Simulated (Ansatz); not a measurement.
Structure data:

```
Ti Al
1.0
     3.94834    0.00000    0.00000
     0.00000    3.94834    0.00000
     0.00000    0.00000    3.94834
Ti Al
1 3
Direct
  0.00000 0.00000 0.00000
  0.50000 0.50000 0.00000
  0.50000 0.00000 0.50000
  0.00000 0.50000 0.50000
```

Q: Work out the structure from the coordinates.

A: It has the composition TiAl3. The structure has Pm-3m (No. 221) symmetry and a primitive cubic lattice. Its structure type: Cu₃Au (L1₂) type. In the cell are 1 Ti, 3 Al, which makes 1 formula unit. The neighbours of Ti are twelve Al in a cuboctahedral arrangement at 2.79 Å. Around each Al lie eight Al and four Ti in a cuboctahedral arrangement (2.79 Å to Al, 2.79 Å to Ti). The bonds build a three-dimensional framework.

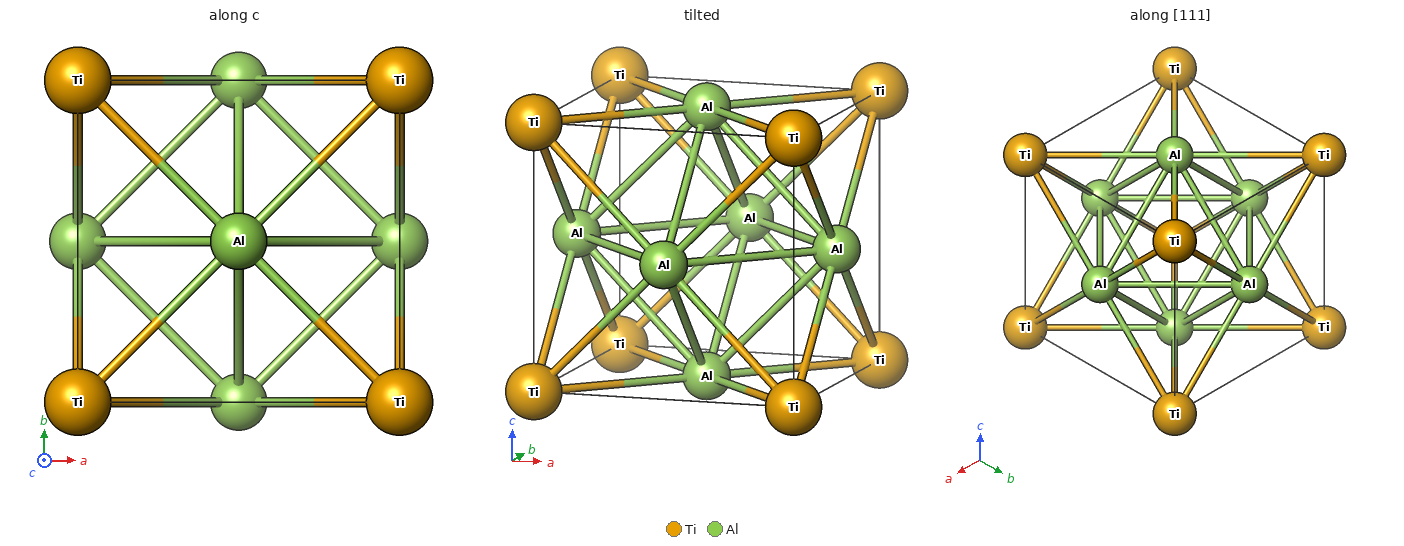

Ball-and-stick drawing of the structure, looking along the c axis, slightly off an axis and along [111]. Thin lines show the conventional unit cell, with boundary atoms drawn in all their periodic places.

Provenance: a structure listed in the Materials Project. Earlier steps of the study, as a rule a relaxation of our own, may have changed the cell and positions, so they can lie some per cent off the listed ones. An electronic-structure calculation with Ansatz was run on it.
